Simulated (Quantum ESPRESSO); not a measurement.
## A series of single points on Sn

System: Sn (Immm, 1 atom in the cell).
Method: Kohn-Sham DFT of a periodic cell, PBE, SSSP 1.3 efficiency PBE, no spin polarisation (Quantum ESPRESSO 7.5).

The 7 runs differ only in the geometry, by an even scaling of the cell at fixed fractional positions. The structure derives from a Materials Project entry.

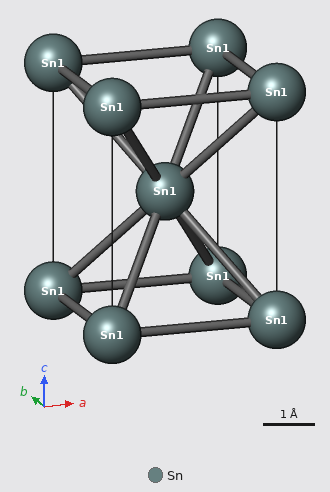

Figure 1. The structure of run 4 (ball-and-stick view of the cell 2 times as large as that of the calculation, set on its symmetry axes, seen slightly off an axis; atoms are numbered from 1 in the order of the input).

### Input of run 4
```
&CONTROL
  calculation = 'scf'
  prefix = 'pwscf'
  outdir = './tmp'
  pseudo_dir = './pseudo'
  tprnfor = .true.
  tstress = .true.
  disk_io = 'nowf'
/
&SYSTEM
  ibrav = 0
  nat = 1
  ntyp = 1
  ecutwfc = 60
  ecutrho = 480
  nbnd = 13
  occupations = 'smearing'
  smearing = 'fd'
  degauss = 0.00367493
/
&ELECTRONS
  conv_thr = 2d-10
  electron_maxstep = 120
  mixing_beta = 0.5
/
ATOMIC_SPECIES
Sn   118.7100 Sn_pbe_v1.uspp.F.UPF
CELL_PARAMETERS angstrom
  -1.7265390000    1.7755470000    2.3383420000
   1.7265390000   -1.7755470000    2.3383420000
   1.7265390000    1.7755470000   -2.3383420000
ATOMIC_POSITIONS crystal
Sn     0.0000000000    0.0000000000    0.0000000000
K_POINTS automatic
11 11 11 0 0 0
```

Command:
```bash
OMP_NUM_THREADS=1 pw.x -in pw.in > pw.out
```

Run 6 differs from it as follows:
```diff
-  -1.7265390000    1.7755470000    2.3383420000
-   1.7265390000   -1.7755470000    2.3383420000
-   1.7265390000    1.7755470000   -2.3383420000
+  -1.7492592239    1.7989121400    2.3691131866
+   1.7492592239   -1.7989121400    2.3691131866
+   1.7492592239    1.7989121400   -2.3691131866
```

### Results, with one run withheld

```tsv
run	volume per atom (Å³)	free energy per atom, from the lowest run given (meV)	pressure (GPa)
1	26.953	7.24	2.14
2	27.526	1.64	0.97
3	28.100	0.00	−0.07
4	28.673	1.88	−1.00
5	29.247	6.91	−1.83
6	29.820	?	?
7	30.394	24.99	−3.21
```

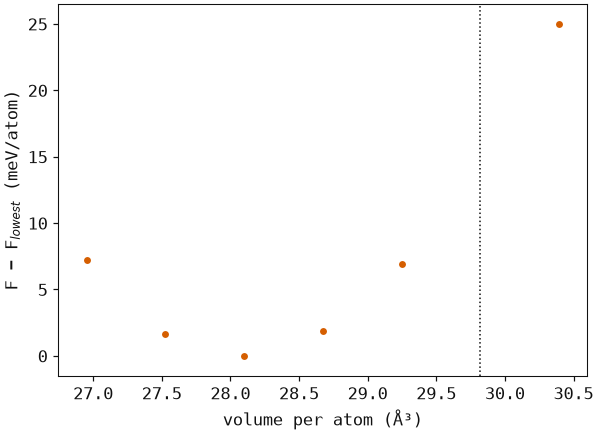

Figure 2. Free energy per atom of the runs given; the dotted line marks run 6.

Estimate the energy of run 6 from the others.

A cubic polynomial in V^(−2/3) (the Birch–Murnaghan form), fitted to the 6 runs given, misses them by under 0.01 meV per atom. With x = V^(−2/3) − 0.10732 Å⁻², it reads F = 0.73144 − 1545.3 x + 8.0624e+05 x² + 2.9302e+06 x³ (meV per atom). At run 6 it gives 14.70 meV per atom, and the run itself gives 14.71. The slope of the fit gives a pressure −dF/dV of −2.54 GPa there, and the run prints −2.56 GPa. The fit has its minimum at 28.068 Å³ per atom, where V d²F/dV² gives 48.5 GPa. Cell shape and fractional positions are held, so this is the stiffness under even scaling; the relaxed bulk modulus wasn't computed.

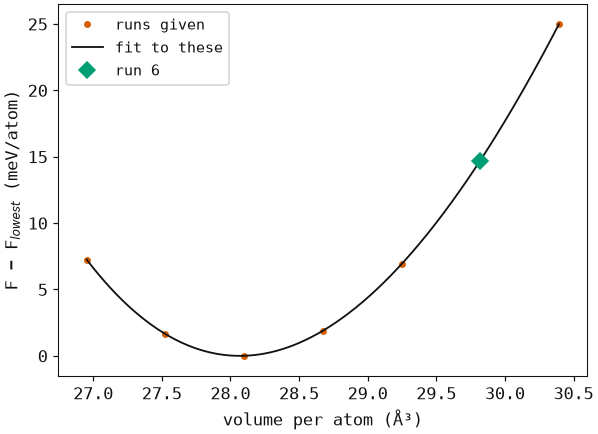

Figure 3. The fit and the withheld run.

### Some lines of the output (run 6)
```
[...]
     unit-cell volume          =     201.2364 (a.u.)^3
     number of k points=   216  Fermi-Dirac smearing, width (Ry)=  0.0037
     total energy              =    -162.99183290 Ry
     total energy              =    -163.23537451 Ry
     total energy              =    -163.23622824 Ry
     total energy              =    -163.23632574 Ry
     total energy              =    -163.23634008 Ry
     total energy              =    -163.23634047 Ry
     total energy              =    -163.23634050 Ry
     the Fermi energy is     9.6371 ev
!    total energy              =    -163.23634050 Ry
     The total energy is F=E-TS. E is the sum of the following terms:
     Computing stress (Cartesian axis) and pressure
          total   stress  (Ry/bohr**3)                   (kbar)     P=      -25.59
```
